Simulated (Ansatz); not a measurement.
## Nudged elastic band, with input and output: Zn₈O₇ (part 2 of 3)

Continued. System: Zn₈O₇ (defect cell, 15 atoms in the cell). Method: DFT with PBE, PAW plane waves, no spin polarisation (Ansatz 0.2.0); cutoff 420 eV, 3×3×3 k-mesh, cold smearing of 0.15 eV. The structure derives from an entry of the Crystallography Open Database.

Geometry of the input (Å; fractional positions):
```
6.4929  0.0000  0.0000
-3.2464  5.6230  0.0000
0.0000  0.0000  5.1991
Zn 0.1671  0.3363  0.0007
Zn 0.3319  0.1668  0.4989
O  0.1710  0.3379  0.3804
O  0.3311  0.1626  0.8846
Zn 0.1634  0.8336  -0.0043
Zn 0.3328  0.6627  0.4934
O  0.1638  0.8323  0.3828
O  0.3284  0.6651  0.8879
Zn 0.6663  0.3323  -0.0005
Zn 0.8293  0.1691  0.5062
O  0.6630  0.3318  0.3848
Zn 0.6670  0.8337  0.0044
Zn 0.8273  0.6650  0.5013
O  0.6682  0.8368  0.3819
O  0.8290  0.6648  0.8779
```

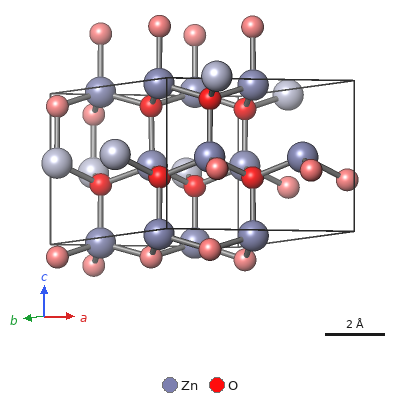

Fig. 1: The structure as given in the input (ball-and-stick view of the cell of the calculation, seen at an oblique angle; neighbours outside the cell are drawn fainter).

What the program printed, continued:
```
NEB image 3
preconditioner: auto → Resta (q_TF=auto, 2.587 Å⁻¹)  ε∞=7.6  [insulator: Δε(μ)=1.120 eV  Ē_g=12.298 eV  σ=0.150 eV  W_gap=1.00  n_scr=58 (ndim 8)  ℏωp=31.7 eV  f_vac=0.020  D(μ)=0.00/eV (n_scr^D=0)  ε∞_Penn≈7.6]
SCF 17 converged in 13 iterations: F = -30490.041660 eV  dr2 = 5.65e-9
NEB image 4
preconditioner: auto → Resta (q_TF=auto, 2.587 Å⁻¹)  ε∞=7.7  [insulator: Δε(μ)=1.235 eV  Ē_g=12.190 eV  σ=0.150 eV  W_gap=1.00  n_scr=58 (ndim 8)  ℏωp=31.7 eV  f_vac=0.023  D(μ)=-0.00/eV (n_scr^D=0)  ε∞_Penn≈7.7]
SCF 18 converged in 11 iterations: F = -30509.051747 eV  dr2 = 5.31e-8
NEB image 5
SCF 19 converged in 10 iterations: F = -30524.000283 eV  dr2 = 3.51e-8
NEB iter   1: max|band force component| = 1.153e2 eV/Å  barrier→ = 36.1365 eV  barrier← = 36.1365 eV  Δτ_max = 0.2000 Å  (77 SCF iters)
NEB image 1
preconditioner: auto → Resta (q_TF=auto, 2.587 Å⁻¹)  ε∞=7.9  [insulator: Δε(μ)=1.836 eV  Ē_g=12.071 eV  σ=0.150 eV  W_gap=1.00  n_scr=58 (ndim 8)  ℏωp=31.7 eV  f_vac=0.025  D(μ)=0.00/eV (n_scr^D=0)  ε∞_Penn≈7.9]
SCF 20 converged in 10 iterations: F = -30525.033525 eV  dr2 = 8.09e-8
NEB image 2
preconditioner: auto → Resta (q_TF=auto, 2.587 Å⁻¹)  ε∞=7.8  [insulator: Δε(μ)=1.517 eV  Ē_g=12.126 eV  σ=0.150 eV  W_gap=1.00  n_scr=58 (ndim 8)  ℏωp=31.7 eV  f_vac=0.023  D(μ)=0.00/eV (n_scr^D=0)  ε∞_Penn≈7.8]
SCF 21 converged in 12 iterations: F = -30521.982978 eV  dr2 = 1.91e-8
NEB image 3
preconditioner: auto → Resta (q_TF=auto, 2.587 Å⁻¹)  ε∞=7.7  [insulator: Δε(μ)=1.164 eV  Ē_g=12.201 eV  σ=0.150 eV  W_gap=1.00  n_scr=58 (ndim 8)  ℏωp=31.7 eV  f_vac=0.020  D(μ)=0.00/eV (n_scr^D=0)  ε∞_Penn≈7.7]
SCF 22 converged in 12 iterations: F = -30520.398225 eV  dr2 = 3.59e-8
NEB image 4
preconditioner: auto → Resta (q_TF=auto, 2.587 Å⁻¹)  ε∞=7.8  [insulator: Δε(μ)=1.517 eV  Ē_g=12.126 eV  σ=0.150 eV  W_gap=1.00  n_scr=58 (ndim 8)  ℏωp=31.7 eV  f_vac=0.023  D(μ)=-0.00/eV (n_scr^D=0)  ε∞_Penn≈7.8]
SCF 23 converged in 12 iterations: F = -30521.982762 eV  dr2 = 1.91e-8
NEB image 5
preconditioner: auto → Resta (q_TF=auto, 2.587 Å⁻¹)  ε∞=7.9  [insulator: Δε(μ)=1.836 eV  Ē_g=12.071 eV  σ=0.150 eV  W_gap=1.00  n_scr=58 (ndim 8)  ℏωp=31.7 eV  f_vac=0.025  D(μ)=-0.00/eV (n_scr^D=0)  ε∞_Penn≈7.9]
SCF 24 converged in 10 iterations: F = -30525.033285 eV  dr2 = 8.08e-8
NEB iter   2: max|band force component| = 1.845e1 eV/Å  barrier→ = 5.7800 eV  barrier← = 5.7799 eV  Δτ_max = 0.1268 Å  (56 SCF iters)
[... from here on the SCF iterations and repeated set-up lines of each step are left out, up to the last step ...]
NEB image 1
SCF 25 converged in 10 iterations: F = -30525.525960 eV  dr2 = 5.92e-8
NEB image 2
SCF 26 converged in 10 iterations: F = -30523.491248 eV  dr2 = 5.96e-8
NEB image 3
SCF 27 converged in 10 iterations: F = -30522.028228 eV  dr2 = 3.73e-8
NEB image 4
SCF 28 converged in 10 iterations: F = -30523.490602 eV  dr2 = 5.96e-8
NEB image 5
SCF 29 converged in 10 iterations: F = -30525.525606 eV  dr2 = 5.90e-8
NEB iter   3: max|band force component| = 1.242e1 eV/Å  barrier→ = 4.1499 eV  barrier← = 4.1499 eV  Δτ_max = 0.1387 Å  (50 SCF iters)
NEB image 1
SCF 30 converged in 9 iterations: F = -30525.629403 eV  dr2 = 2.77e-8
NEB image 2
SCF 31 converged in 10 iterations: F = -30524.605139 eV  dr2 = 7.98e-8
NEB image 3
SCF 32 converged in 10 iterations: F = -30523.696074 eV  dr2 = 4.41e-8
NEB image 4
SCF 33 converged in 10 iterations: F = -30524.604746 eV  dr2 = 7.99e-8
NEB image 5
SCF 34 converged in 9 iterations: F = -30525.629060 eV  dr2 = 2.77e-8
NEB iter   4: max|band force component| = 5.516e0 eV/Å  barrier→ = 2.4821 eV  barrier← = 2.4821 eV  Δτ_max = 0.0797 Å  (48 SCF iters)
NEB image 1
SCF 35 converged in 8 iterations: F = -30525.656382 eV  dr2 = 3.14e-8
NEB image 2
SCF 36 converged in 9 iterations: F = -30524.923857 eV  dr2 = 7.93e-8
NEB image 3
SCF 37 converged in 12 iterations: F = -30524.222949 eV  dr2 = 2.12e-9
NEB image 4
SCF 38 converged in 9 iterations: F = -30524.923598 eV  dr2 = 7.95e-8
NEB image 5
SCF 39 converged in 8 iterations: F = -30525.656146 eV  dr2 = 3.15e-8
NEB iter   5: max|band force component| = 2.793e0 eV/Å  barrier→ = 1.9552 eV  barrier← = 1.9552 eV  Δτ_max = 0.1152 Å  (46 SCF iters)
NEB image 1
SCF 40 converged in 8 iterations: F = -30525.665718 eV  dr2 = 2.72e-8
NEB image 2
SCF 41 converged in 9 iterations: F = -30525.024862 eV  dr2 = 3.71e-8
NEB image 3
SCF 42 converged in 12 iterations: F = -30524.418228 eV  dr2 = 2.02e-9
NEB image 4
SCF 43 converged in 9 iterations: F = -30525.025098 eV  dr2 = 3.72e-8
NEB image 5
SCF 44 converged in 8 iterations: F = -30525.665541 eV  dr2 = 2.73e-8
NEB iter   6: max|band force component| = 1.169e0 eV/Å  barrier→ = 1.7599 eV  barrier← = 1.7599 eV  Δτ_max = 0.1237 Å  (46 SCF iters)
NEB image 1
SCF 45 converged in 9 iterations: F = -30525.648180 eV  dr2 = 5.99e-9
NEB image 2
SCF 46 converged in 9 iterations: F = -30525.042574 eV  dr2 = 5.77e-8
NEB image 3
SCF 47 converged in 12 iterations: F = -30524.419096 eV  dr2 = 2.13e-9
NEB image 4
SCF 48 converged in 9 iterations: F = -30525.042412 eV  dr2 = 5.77e-8
NEB image 5
SCF 49 converged in 9 iterations: F = -30525.648200 eV  dr2 = 6.00e-9
NEB iter   7: max|band force component| = 6.448e-1 eV/Å  barrier→ = 1.7591 eV  barrier← = 1.7591 eV  Δτ_max = 0.1501 Å  (48 SCF iters)
NEB image 1
SCF 50 converged in 8 iterations: F = -30525.662811 eV  dr2 = 3.65e-8
NEB image 2
SCF 51 converged in 9 iterations: F = -30525.052123 eV  dr2 = 1.73e-8
NEB image 3
SCF 52 converged in 12 iterations: F = -30524.424002 eV  dr2 = 1.90e-9
NEB image 4
SCF 53 converged in 9 iterations: F = -30525.052290 eV  dr2 = 1.72e-8
NEB image 5
SCF 54 converged in 8 iterations: F = -30525.662807 eV  dr2 = 3.69e-8
NEB iter   8: max|band force component| = 4.378e-1 eV/Å  barrier→ = 1.7542 eV  barrier← = 1.7542 eV  CI = image 3  Δτ_max = 0.0782 Å  (46 SCF iters)
NEB image 1
SCF 55 converged in 7 iterations: F = -30525.663451 eV  dr2 = 2.29e-8
NEB image 2
SCF 56 converged in 8 iterations: F = -30525.068332 eV  dr2 = 3.90e-8
NEB image 3
SCF 57 converged in 11 iterations: F = -30524.488421 eV  dr2 = 1.08e-8
NEB image 4
SCF 58 converged in 8 iterations: F = -30525.068270 eV  dr2 = 3.91e-8
NEB image 5
SCF 59 converged in 7 iterations: F = -30525.663345 eV  dr2 = 2.29e-8
NEB iter   9: max|band force component| = 1.497e-1 eV/Å  barrier→ = 1.6898 eV  barrier← = 1.6898 eV  CI = image 3  Δτ_max = 0.0212 Å  (41 SCF iters)
NEB image 1
SCF 60 converged in 7 iterations: F = -30525.663085 eV  dr2 = 5.75e-9
NEB image 2
SCF 61 converged in 7 iterations: F = -30525.073419 eV  dr2 = 4.85e-8
NEB image 3
SCF 62 converged in 10 iterations: F = -30524.492250 eV  dr2 = 1.19e-9
NEB image 4
SCF 63 converged in 7 iterations: F = -30525.073314 eV  dr2 = 4.84e-8
NEB image 5
SCF 64 converged in 7 iterations: F = -30525.662961 eV  dr2 = 5.74e-9
NEB iter  10: max|band force component| = 9.014e-2 eV/Å  barrier→ = 1.6859 eV  barrier← = 1.6859 eV  CI = image 3  Δτ_max = 0.0179 Å  (38 SCF iters)
NEB image 1
SCF 65 converged in 6 iterations: F = -30525.661272 eV  dr2 = 2.85e-8
NEB image 2
SCF 66 converged in 7 iterations: F = -30525.075755 eV  dr2 = 7.47e-9
NEB image 3
SCF 67 converged in 9 iterations: F = -30524.494390 eV  dr2 = 2.07e-8
NEB image 4
SCF 68 converged in 7 iterations: F = -30525.075706 eV  dr2 = 7.61e-9
NEB image 5
SCF 69 converged in 6 iterations: F = -30525.661202 eV  dr2 = 2.84e-8
NEB iter  11: max|band force component| = 5.611e-2 eV/Å  barrier→ = 1.6838 eV  barrier← = 1.6838 eV  CI = image 3  Δτ_max = 0.0234 Å  (35 SCF iters)
NEB image 1
preconditioner: auto → Resta (q_TF=auto, 2.587 Å⁻¹)  ε∞=7.9  [insulator: Δε(μ)=2.017 eV  Ē_g=12.036 eV  σ=0.150 eV  W_gap=1.00  n_scr=58 (ndim 8)  ℏωp=31.7 eV  f_vac=0.024  D(μ)=0.00/eV (n_scr^D=0)  ε∞_Penn≈7.9]
SCF 70 converged in 6 iterations: F = -30525.659098 eV  dr2 = 6.83e-8
NEB image 2
preconditioner: auto → Resta (q_TF=auto, 2.587 Å⁻¹)  ε∞=8.0  [insulator: Δε(μ)=1.730 eV  Ē_g=11.968 eV  σ=0.150 eV  W_gap=1.00  n_scr=58 (ndim 8)  ℏωp=31.7 eV  f_vac=0.023  D(μ)=0.00/eV (n_scr^D=0)  ε∞_Penn≈8.0]
SCF 71 converged in 7 iterations: F = -30525.077126 eV  dr2 = 1.61e-8
NEB image 3
preconditioner: auto → Resta (q_TF=auto, 2.587 Å⁻¹)  ε∞=8.1  [insulator: Δε(μ)=0.912 eV  Ē_g=11.903 eV  σ=0.150 eV  W_gap=1.00  n_scr=58 (ndim 8)  ℏωp=31.7 eV  f_vac=0.019  D(μ)=-0.00/eV (n_scr^D=0)  ε∞_Penn≈8.1]
SCF 72 converged in 10 iterations: F = -30524.495612 eV  dr2 = 2.19e-9
NEB image 4
SCF 73 converged in 7 iterations: F = -30525.077174 eV  dr2 = 1.66e-8
NEB image 5
iter 1 solved again at ethr=2.72e-7 eV; its pass at ethr=3.10e-3 eV (dr2=3.76e-4 eV) is discarded
SCF iter   1: F=—  HF=-30525.659291 eV  |F-HF|=—  |Δ(HF+E_count)|=         —  Δρ=6.24e-4  dr2=3.86e-4  ethr=2.72e-7  ⟨swp⟩=2.0  Hψ=4094  notcnv=0
SCF iter   2: F=—  HF=-30525.659176 eV  |F-HF|=—  |Δ(HF+E_count)|=   1.15e-4  S|Δr|=    0.00e0  Δρ=3.10e-4  dr2=9.67e-5  ethr=2.72e-7  ⟨swp⟩=2.0  Hψ=2034  notcnv=0
SCF iter   3: F=—  HF=-30525.659078 eV  |F-HF|=—  |Δ(HF+E_count)|=   9.85e-5  S|Δr|=    0.00e0  Δρ=7.11e-5  dr2=8.70e-6  ethr=7.01e-8  ⟨swp⟩=2.0  Hψ=2042  notcnv=0
SCF iter   4: F=—  HF=-30525.659076 eV  |F-HF|=—  |Δ(HF+E_count)|=   1.37e-6  S|Δr|=    0.00e0  Δρ=2.77e-5  dr2=1.35e-6  ethr=6.30e-9  ⟨swp⟩=2.0  Hψ=2058  notcnv=0
SCF iter   5: F=—  HF=-30525.659077 eV  |F-HF|=—  |Δ(HF+E_count)|=   8.72e-8  S|Δr|=    0.00e0  Δρ=1.27e-5  dr2=2.97e-7  ethr=9.77e-10  ⟨swp⟩=2.0  Hψ=2034  notcnv=0
SCF iter   6: F=-30525.659076 eV  HF=-30525.659077 eV  |F-HF|=4.97e-8  |Δ(HF+E_count)|=   3.60e-8  S|Δr|=    0.00e0  Δρ=5.40e-6  dr2=6.91e-8  ethr=7.25e-11  ⟨swp⟩=4.0  Hψ=4065  notcnv=0
SCF 74 converged in 6 iterations: F = -30525.659076 eV  dr2 = 6.91e-8
NEB image 1
NSCF: frozen V_eff on 14 k-points
NEB image 2
NSCF: frozen V_eff on 14 k-points
NEB image 4
NSCF: frozen V_eff on 14 k-points
NEB image 5
NSCF: frozen V_eff on 14 k-points
NEB image 3
NSCF: frozen V_eff on 14 k-points
the band table was solved once a step of the walk had ended and its energy, with any forces and stress, was formed, with the checks that follow a solve (4143 applications of the Hamiltonian). They found nothing against the state; the energy, forces and stress were not computed again (output.eigenvalues in the input reference)
NEB iter  12: max|band force component| = 1.335e-2 eV/Å  barrier→ = 1.6826 eV  barrier← = 1.6826 eV  CI = image 3  Δτ_max = 0.0000 Å  (36 SCF iters)
```

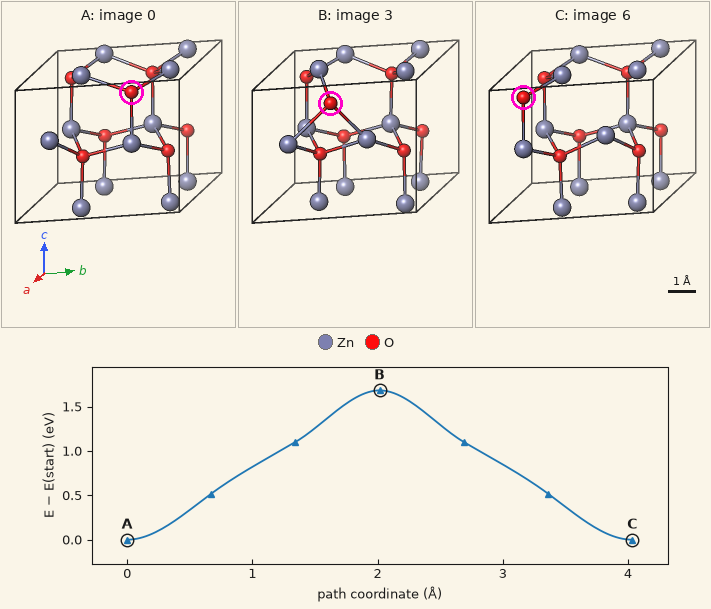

Fig. 2: Images of the last band (counted from 0; ball-and-stick, simulation cell, seen slightly off an axis), with the moving atom and its periodic copies ringed, above the energy along the path; the line is a cubic interpolation that uses the forces. The highest image is number 3, 1.683 eV above the start and 1.683 eV above the end (the climbing image); start and end have the same energy. The path is 4.03 Å long, and O15 moves most (3.25 Å). The band converged in 12 iterations.

```
SCF converged after 10 iterations
Stability not checked: this state was not tested for a lower state beside it, because cold or Methfessel-Paxton smearing, or corrected tetrahedra, fill the levels in a way that the test cannot read (fill_not_monotonic; see scf.lower_state_search)
Free energy (F): -30524.495612 eV
F+E_penalty+E_count: -30524.495612 eV  (lagrangian_ev)
Harris-Foulkes:  -30524.495612 eV  (|F-HF|=8.73e-11)
Internal energy: -30524.495612 eV  (E = F + TS)
E sigma→0 (E₀):  -30524.495612 eV
Fermi energy:    8.681297 eV
Smearing:        width narrowed from 0.1500 eV (input) to 0.1190 eV after iteration 8, whose occupations did not sum to the number of electrons (Fermi level in a gap)
Step filling:    the computed levels leave a gap of 0.9155 eV = 7.7 smearing widths at the electron count; against every level under it full and every level over it empty, smearing changes F+E_penalty+E_count by +2.27e-10 meV and its σ→0 estimate by -1.79e-6 meV
--- Per-component energies (eV) ---
  E_band       = 207.804388
  E_kinetic    = 2264.580182
  E_local      = -15826.732636  (includes V_loc(G=0)·N_el)
  E_nonlocal   = 5281.109003
  E_hartree    = 6509.601554
  E_xc         = -1604.352312
  E_vxc        = -1062.679870  (∫ρ·V_xc dr)
  E_paw        = -15754.524683  (= ΣΔE_a)
  E_vpaw       = -3467.688866  (= ΣTr[D̂ρ^β])
  E_aug_tail   = 0.014059  (compensation charges beyond the density's cutoff)
  E_ewald      = -11394.190779
  E_smearing   = 0.000000  (= −TS)
  E_closure    = 0.000000  (closes the sum)
  E_count      = -0.000001  (occupations off the electron count; not in F)
  Σ components = -30524.495612   (vs F -30524.495612, Δ=0.00e0)
--- Forces (eV/Å), atoms counted from 1 ---
  atom   1  Zn    -0.00127575     0.00342722    -0.00162024
  atom   2  Zn     0.00776357     0.00442189    -0.00576979
  atom   3  O     -0.01063687    -0.00511605     0.00077942
  atom   4  O     -0.00736849    -0.00417177     0.00148081
  atom   5  Zn     0.00204479    -0.00308359    -0.00168823
  atom   6  Zn     0.00417213     0.00244676    -0.00194064
  atom   7  O     -0.00965892    -0.00659498     0.00084806
  atom   8  O     -0.00636036    -0.00360968     0.00653422
  atom   9  Zn     0.00998758     0.00578108     0.00026171
  atom  10  Zn     0.01332105     0.00447889     0.00127876
  atom  11  O     -0.00233490    -0.00136398    -0.00110703
  atom  12  Zn    -0.00156895    -0.00094342    -0.00674475
  atom  13  Zn     0.01053257     0.00936147     0.00157419
  atom  14  O     -0.00440798    -0.00239994     0.00427913
  atom  15  O     -0.00420859    -0.00263331     0.00182868
  max |Σ_I F_I| component: 5.71e-6 eV/Å
--- Band table (eV; the first three rows and the last of 14) ---
  k-point 0: bands = ["-10.9942", "-10.4164", "-10.3279", "-10.2612", "-10.1808", "-10.0827", "-9.8217", "0.7932", "0.8550", "0.9033", "0.9385", "1.0551", "1.0588", "1.1735", "1.2377", "1.2713", "1.2722", "1.3566", "1.3860", "1.4370", "1.4741", "1.5026", "1.6028", "1.6266", "1.6511", "1.6875", "1.7301", "1.8349", "1.9136", "1.9671", "2.0321", "2.0364", "2.1074", "2.1105", "2.1343", "2.1757", "2.2362", "2.2690", "2.2906", "2.3037", "2.3163", "2.4070", "2.4329", "2.4755", "2.4876", "2.5833", "2.5883", "2.7761", "2.8027", "2.9093", "3.0345", "3.4753", "3.5648", "3.9191", "4.1620", "4.2156", "4.4431", "4.6723", "4.7631", "5.2146", "5.2497", "5.5853", "5.6861", "5.9329", "6.0349", "6.1494", "6.5874", "6.5978", "6.6446", "10.1775", "10.1897", "11.9535", "12.0009", "12.0788", "12.2558", "12.5720", "13.0719", "13.9729", "14.7556", "14.7650", "15.1345", "15.5225", "15.7264", "15.8695"]
  k-point 1: bands = ["-10.8336", "-10.4975", "-10.3466", "-10.2802", "-10.1714", "-10.0690", "-9.8656", "0.5469", "0.7118", "0.7248", "0.8550", "0.9516", "1.0173", "1.1053", "1.1526", "1.2249", "1.2278", "1.3316", "1.3884", "1.3980", "1.4860", "1.5054", "1.5580", "1.5869", "1.6044", "1.6600", "1.7524", "1.7662", "1.8670", "1.9546", "1.9925", "2.0004", "2.0474", "2.0944", "2.1070", "2.1674", "2.1742", "2.2341", "2.2982", "2.3008", "2.3451", "2.3738", "2.4331", "2.4882", "2.5316", "2.5677", "2.5944", "2.8590", "2.8963", "2.9498", "3.3327", "3.3838", "3.6067", "3.8727", "4.1352", "4.8255", "4.9243", "5.1553", "5.2063", "5.3136", "5.4658", "5.5837", "5.6453", "5.7590", "5.9150", "6.0841", "6.5149", "6.5186", "7.4870", "9.7928", "9.8014", "11.5125", "11.9027", "12.1794", "12.6595", "13.0295", "13.4066", "13.5335", "13.7147", "14.2787", "14.8591", "15.5938", "15.8105", "16.6865"]
```
